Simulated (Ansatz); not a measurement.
Consider SnO2.

Input

```
crystal:
  lattice:
    - [5.4678084061, 0.0, 0.0]
    - [-2.7339042031, 4.7352609828, 0.0]
    - [0.0, 0.0, 6.3746874941]
  atoms:
    - { symbol: Sn, position: [0.4423064666, 0.0, 0.6666666667] }
    - { symbol: Sn, position: [0.0, 0.4423064666, 0.3333333333] }
    - { symbol: Sn, position: [0.5576935334, 0.5576935334, 0.0] }
    - { symbol: O, position: [0.3177523104, 0.3904137624, 0.2503367027] }
    - { symbol: O, position: [0.6095862376, 0.9273385479, 0.9170033693] }
    - { symbol: O, position: [0.0726614521, 0.6822476896, 0.583670036] }
    - { symbol: O, position: [0.3904137624, 0.3177523104, 0.7496632973] }
    - { symbol: O, position: [0.9273385479, 0.6095862376, 0.0829966307] }
    - { symbol: O, position: [0.6822476896, 0.0726614521, 0.416329964] }
basis:
  ecutwfc: 420
kpoints:
  mp_grid: { grid: [6, 6, 4] }
hamiltonian:
  xc: pbe
scf:
  occupations: { method: gaussian, width: 0.02 }
output:
  forces: true
  stress: true
  eigenvalues: true
  write_density: true
  write_potential: true
  elf: true
  volumetric_format: npy
relax:
  adjacent_minimum: "off"
  f_tol: 0.01
  max_steps: 80
  cell: { stress_tol: 0.05 }
```

Command:

```sh
ansatz run input.yaml --threads 1 --pin off --max-ram 2560MiB --backend cpu --events-out ev --progress --plain --runs-dir out
```

Below, planes, directions and counts refer to the conventional cell (a = 5.47 Å, b = 5.47 Å, c = 6.38 Å, α = 90.00°, β = 90.00°, γ = 120.00°).

The fields are those of the relaxed geometry.

Space group P3₂21; started from the quartz_154 prototype, which need not be the ambient phase.

All numbers below come from Ansatz 0.2.0, DFT PBE, scalar-relativistic, plane waves, PAW.

**Predict the valence pseudo-density and electron localisation function between the atoms.**

Sn–O (1.97 Å): ρ at the midpoint is about 0.81 e/Å³; the ELF peaks at about 0.80 in the valence shell of O, 0.6 Å from its nucleus, and is about 0.25 at the midpoint; no shared electron pair shows on this line.

**Does the calculation make it a metal, or give it a gap?**

It is gapped, with a Kohn–Sham gap of 1.9 eV on the k-point mesh, an upper bound to the gap of this method.

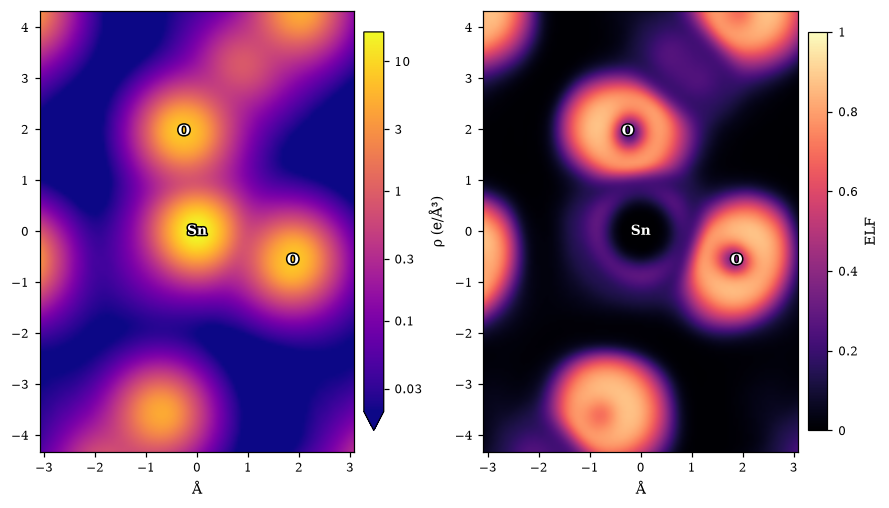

Computed valence pseudo-density and electron localisation function on the (101) plane of the conventional cell, in this order. Atoms just off the plane (Sn, 0.9 Å away and O, 0.4 Å away) can leave unmarked features too.
